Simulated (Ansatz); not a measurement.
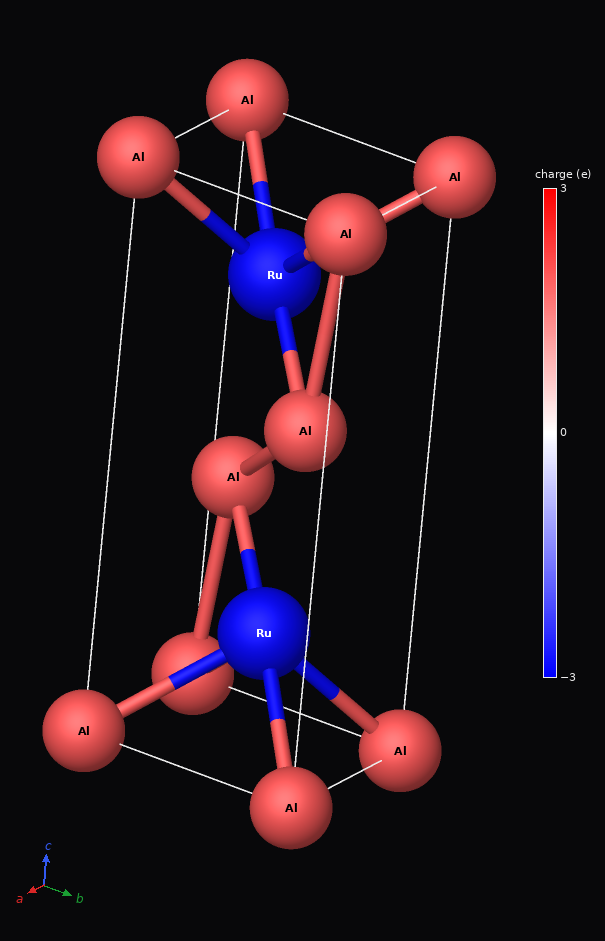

Structure drawing (ball-and-stick), viewed slightly off an axis. Thin lines show the cell (the run's own, in a reduced setting), with boundary atoms drawn in all their periodic places. The atoms of this Al$_{3}$Ru$_{2}$ cell are coloured by their Bader charge.

Theory: DFT r2SCAN, scalar-relativistic, plane waves, PAW in Ansatz 0.2.0. Numerical settings: a kinetic-energy cutoff of 500 eV, k-points about 0.18 Å⁻¹ apart, Gaussian smearing of 0.1 eV, no spin polarisation.

### Who donates electrons here and who accepts them?

Most positive: Al; most negative: Ru. Charges: about Al +1.9 e; Ru -2.9 e.

The model was built from a structure listed in the Materials Project. Earlier steps of the study may have refined or changed the cell and positions. A calculation with Ansatz used it as input.
